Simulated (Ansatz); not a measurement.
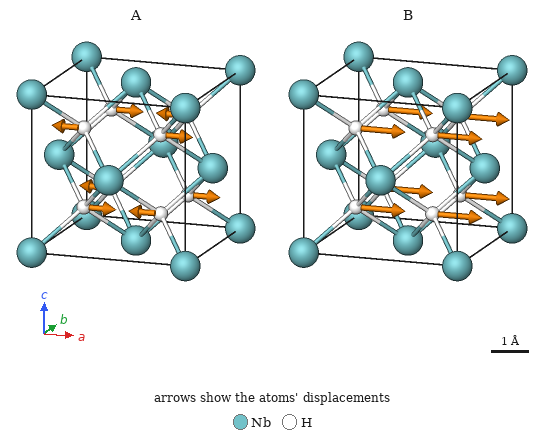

Modes of crystalline NbH2, space group Fm-3m (No. 225), at the zone centre (one member of each degenerate set). Displacements are drawn as orange arrows; their common scale and sign are arbitrary. A ball-and-stick model of the conventional cell (4 times the calculation's cell), seen slightly off an axis. Lengths and directions refer to the drawn axes.

Theory: DFT PBEsol, scalar-relativistic, plane waves, PAW (Ansatz 0.2.0).

The frequencies depend somewhat on the k-mesh and the smearing.

Question: Give the symmetry species and the selection rules of each.

Answer: A is T₂g, Raman-active by symmetry (1294 cm⁻¹). B is T₁u, infrared-active by symmetry (1112 cm⁻¹). The crystal has a centre of inversion, so no mode is both. In a metal the free carriers screen the infrared response.
